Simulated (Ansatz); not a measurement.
# Lattice heat capacity of rocksalt LiF and LuAs against T/θ with r2SCAN: how far one Debye temperature carries

LiF joins two light, singly charged ions across a wide gap; LuAs joins two much heavier atoms, formally triply charged, and comes out of these calculations without a gap. Both have the rocksalt structure. We examine whether their lattice heat capacities fall on one curve once temperature is divided by a Debye temperature θ, and where that description fails. A single θ would be a convenient input for thermal models of optical windows or semiconductor contacts, where stored heat governs the temperature rise after a pulse. The heat capacities are harmonic, at constant volume and per mole of atoms, from r2SCAN phonons. We measure them against the Debye function, with θ fixed by the second moment of each crystal's own phonon spectrum.

## Systems and settings

Known crystals without imaginary modes on mesh or path. The structures stem from measured cells of the Crystallography Open Database, cells from the Materials Project (structure alone), directly or through a relaxation at another level; cell and atoms were relaxed at zero pressure at each row's own level, inside the symmetry of the start, with no thermal or zero-point expansion. Program: Ansatz 0.2.0, plane waves, r2SCAN, the program's default PAW potentials, scalar-relativistic without spin-orbit coupling, no spin polarisation. Wave-function cutoff 500 eV (the default for the potentials of each cell); on the k meshes (Γ-centred) the least product of divisions and cell-vector length runs from 33 to 49 Å, relaxations included. Residual pressures at rest stay under 0.01 GPa. Occupations: fixed or methfessel-paxton smearing of 0.15 eV. Harmonic modes at natural masses come from linear response (density functional perturbation theory), with the acoustic sum rule imposed. The sums run over phonons interpolated from the q mesh of each crystal (span 9 Å or more), at the static cell. The tabled runs alone: cutoff 500 eV, k length 34 to 48 Å, k mesh 12×12×12. Warnings of the programs on runs behind the rows: eigensolver not converged (7 rows). The rows are a selection of points from finer curves.

Notes on method and selection:

- The second moment fixes the approach to the classical limit: C ≈ 3R(1 − θ²/(20T²)). At low T the lowest branches decide.
- Harmonic lattice part alone: no electronic or expansion terms. The 50 K rows are the least sure on these meshes.
- In cells without a Kohn-Sham gap the frequencies depend on k mesh and smearing; the size of that error was not measured for these rows.
- Spin-orbit coupling is left out; it matters most with heavy elements (here Lu).
- Runs that did not converge, have known faults or may not be shown are not listed, and runs on Ansatz's PAW sets soft_1 and soft_2 are kept to separate tables.

Columns:

- T over θ: temperature over the second-moment Debye temperature of the crystal.
- Debye temperature (K): Debye temperature from the second moment of the phonon density of states, (ħ/k)·√(5⟨ω²⟩/3).
- mass ratio: heaviest over lightest atomic mass.
- heat capacity (J/(mol K)): harmonic lattice heat capacity at constant volume per mole of atoms (classical limit 24.94).
- entropy (J/(mol K)): harmonic vibrational entropy per mole of atoms.

## Table of results

| member | crystal | T over θ | temperature (K) | Debye temperature (K) | mass ratio | heat capacity (J/(mol K)) | entropy (J/(mol K)) |
| --- | --- | --- | --- | --- | --- | --- | --- |
| 50 K | LiF (rocksalt) | 0.076 | 50 | 659 | 2.74 | ? | ? |
| 100 K | LiF (rocksalt) | 0.152 | 100 | 659 | 2.74 | 6.17 | 2.29 |
| 150 K | LiF (rocksalt) | 0.228 | 150 | 659 | 2.74 | 11.84 | 5.91 |
| 200 K | LiF (rocksalt) | 0.303 | 200 | 659 | 2.74 | 15.76 | 9.89 |
| 300 K | LiF (rocksalt) | 0.455 | 300 | 659 | 2.74 | 19.98 | 17.20 |
| 500 K | LiF (rocksalt) | 0.759 | 500 | 659 | 2.74 | 22.93 | 28.26 |
| 800 K | LiF (rocksalt) | 1.214 | 800 | 659 | 2.74 | 24.12 | 39.35 |
| 50 K | LuAs (rocksalt) | 0.185 | 50 | 271 | 2.34 | ? | ? |
| 100 K | LuAs (rocksalt) | 0.369 | 100 | 271 | 2.34 | 17.97 | 13.81 |
| 150 K | LuAs (rocksalt) | 0.554 | 150 | 271 | 2.34 | 21.37 | 21.84 |
| 200 K | LuAs (rocksalt) | 0.738 | 200 | 271 | 2.34 | 22.82 | 28.22 |
| 300 K | LuAs (rocksalt) | 1.107 | 300 | 271 | 2.34 | 23.96 | 37.73 |
| 500 K | LuAs (rocksalt) | 1.845 | 500 | 271 | 2.34 | 24.58 | 50.15 |
| 800 K | LuAs (rocksalt) | 2.952 | 800 | 271 | 2.34 | 24.80 | 61.76 |

Cells marked ? are withheld until the estimate has been made.

## Why the values move as they do

The Debye temperatures are 659 K for LiF and 271 K for LuAs, a ratio of 659/271 = 2.43. Mass accounts for the direction. With rough atomic masses of 7, 19, 170 and 75 for Li, F, Lu and As, the mean inverse masses differ by a factor of about 10, which alone would give a frequency ratio near 3.2. The smaller ratio found implies stiffer restoring forces in LuAs, as its higher formal charges would suggest.

Scaling by θ removes most of this difference. At 200 K the two heat capacities differ by 22.82 − 15.76 = 7.06 J/(mol K). At nearly equal T/θ, 0.759 for LiF and 0.738 for LuAs, they are 22.93 and 22.82 J/(mol K), only 0.11 apart.

As a common ruler we use the Debye function, C = 9R(T/θ)³ ∫ x⁴eˣ/(eˣ − 1)² dx, integrated from 0 to θ/T, with 3R = 24.94 J/(mol K). For LiF the tabled values exceed it by 0.16 J/(mol K) at 300 K, 0.45 at 200 K, 0.70 at 150 K and 0.72 at 100 K. The last is 13 % of the Debye value, since 0.72/(6.17 − 0.72) = 0.13. LuAs at 100 K, with T/θ = 0.369, lies 0.23 above the function, between the LiF excesses at T/θ of 0.303 and 0.455. Where their ranges of T/θ overlap, the two crystals therefore agree closely.

The failure on cooling follows from how θ is defined. The second moment weights high frequencies, so the optical modes help to set θ even when they are too cold to store much heat. The lower branches then carry the heat capacity, and they hold more modes at low frequency than a Debye spectrum with this θ allows.

The agreement is a mild test of universality, because both crystals share one structure and have similar mass ratios, 2.74 and 2.34.

## Prediction

Plain estimates from the members shown:

- 50 K (LiF (rocksalt)), mean of the 6 members shown: 16.80 J/(mol K), standard deviation 6.3

The mean of the other LiF rows, 16.80 J/(mol K), is of no use at 50 K, where the heat capacity is falling roughly as T³. We start from the 100 K row and let its entropy correct the result.

The Debye function reproduces 6.17 J/(mol K) at 100 K if θ is about 620 K. Kept unrounded, the same θ gives about 1.0 J/(mol K) at 50 K, but an entropy of 2.42 J/(mol K) at 100 K, against 2.29 in the table. Entropy is the integral of C/T, so this θ puts too much heat capacity below 100 K.

Let the surplus be d at 50 K, falling as T³ below that, still d at 75 K and zero at 100 K. Simpson's rule for the upper half gives an entropy surplus of d(1/3 + 1/6 + 4/9) = 0.944d. The entropy surplus is 2.42 − 2.29 = 0.13 J/(mol K). Divided by 0.944 without intermediate rounding, it gives d of about 0.13 J/(mol K). Taken from the unrounded heat capacity at 50 K, this leaves C = 0.88 J/(mol K).

We tried the same steps one octave higher, from 200 K to 100 K in LiF. There a θ of about 640 K, again kept unrounded, falls short of the tabled 6.17 J/(mol K) by about 0.32. The entropy correction has the right sign but supplies only about 0.17, roughly half of what is needed. The part left over, 0.32 − 0.17 = 0.15, was nearly as large as the correction itself. As a judgement we take half the present correction, 0.13/2 ≈ 0.06 J/(mol K), as one standard deviation; a miss in the same proportion as in this trial would be about two of these.

**Committed estimate, 50 K (LiF (rocksalt)): heat capacity = 0.88 ± 0.06 J/(mol K).**

## Result

| member | crystal | T over θ | temperature (K) | Debye temperature (K) | mass ratio | heat capacity (J/(mol K)) | entropy (J/(mol K)) |
| --- | --- | --- | --- | --- | --- | --- | --- |
| 50 K | LiF (rocksalt) | 0.076 | 50 | 659 | 2.74 | 0.87 | 0.25 |
| 50 K | LuAs (rocksalt) | 0.185 | 50 | 271 | 2.34 | 9.07 | 4.33 |

| member | estimate | heat capacity (J/(mol K)) | computed | estimate − computed | miss in error bars |
| --- | --- | --- | --- | --- | --- |
| 50 K (LiF (rocksalt)) | committed | 0.88 | 0.87 | +0.01 | 0.2 |
| 50 K (LiF (rocksalt)) | mean | 16.80 | 0.87 | +15.93 |  |

heat capacity (J/(mol K)) against T over θ:

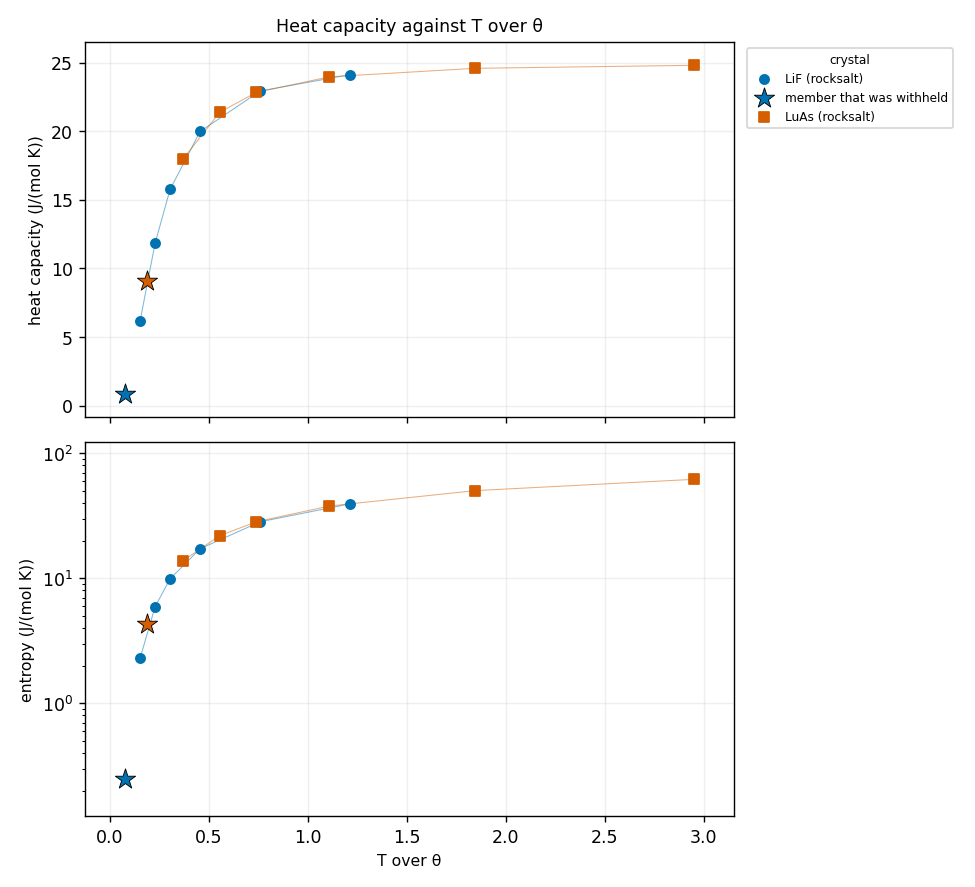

The estimate for LiF at 50 K, 0.88 ± 0.06 J/(mol K), lies 0.01 above the computed 0.87, well inside its error bar. The mean of the other LiF rows misses by 15.93.

The entropy correction made the difference: the θ fitted at 100 K gave about 1.0 on its own, more than two error bars too high. The assumed T³ law below 50 K held less well. It implies an entropy of one third of the heat capacity, 0.88/3 = 0.29 J/(mol K), where the table has 0.25. Part of the close agreement therefore comes from errors that offset each other.

The result also corrects our picture of a Debye description that keeps getting worse on cooling. With θ = 659 K the Debye function gives 0.85 J/(mol K) at 50 K, only 0.02 below the computed value, whereas at 100 K it was 0.72 too low. The entropy shows that this is a crossing rather than a good description. The Debye function gives 0.85/3 = 0.28 J/(mol K) at 50 K, above the 0.25 in the table, so it holds too much heat capacity at still lower temperatures. This suggests that the longest acoustic waves are stiffer than this θ implies, while the flattening of the acoustic branches towards the zone boundary adds the extra heat capacity seen by 100 K. This reading stays tentative: the 50 K row is the least sure on this mesh, and a sum that undersamples the longest waves would lower the entropy in the same way.

## Where the trend breaks

Measured against the Debye function with each crystal's own θ, LuAs at 50 K stands farthest off: the excess is about 1.0 J/(mol K), or 13 %. LiF at 100 K and 150 K follows with excesses of 0.72 and 0.70. All three lie at T/θ between 0.15 and 0.23, where flattened acoustic branches can contribute more than a Debye spectrum allows.

LuAs also departs from LiF here. Its entropy at 50 K exceeds the Debye value by about 0.94 J/(mol K), while the LiF excesses at the T/θ on either side are 0.21 and 0.52. Relative to the second moment, LuAs thus has more weight in low-frequency modes. The mass ratio offers no ready explanation, since it is the smaller of the two. Comparatively soft transverse acoustic branches are a possible cause, but the phonon run of LuAs carried an eigensolver warning, and its frequencies also depend on k mesh and smearing to an unmeasured extent.

## Closing remarks

One Debye curve serves both crystals in the rows from T/θ = 0.455 upwards, where it misses by at most 0.16 J/(mol K), under 1 %. In the rows between 0.15 and 0.23 the computed heat capacities exceed the Debye values by 6 to 13 %, and the two crystals no longer share a curve closely. For another rocksalt crystal with a similar mass ratio, the second-moment θ should give a useful first estimate in the upper range; two crystals are too few to set its error.

For practical use, the 300 K values convert with rough formula masses of 26 and 250 g/mol to 2 × 19.98/26 = 1.5 J/(g K) for LiF and 2 × 23.96/250 = 0.19 J/(g K) for LuAs.

At constant pressure, thermal expansion raises the heat capacity above these values. The extra term is α²BVT, with α the volume expansion coefficient, B the bulk modulus and V the volume per mole of atoms. Neither this term nor the electronic heat capacity of gapless LuAs is included here; both should be added before the figures are used for heating at constant pressure.
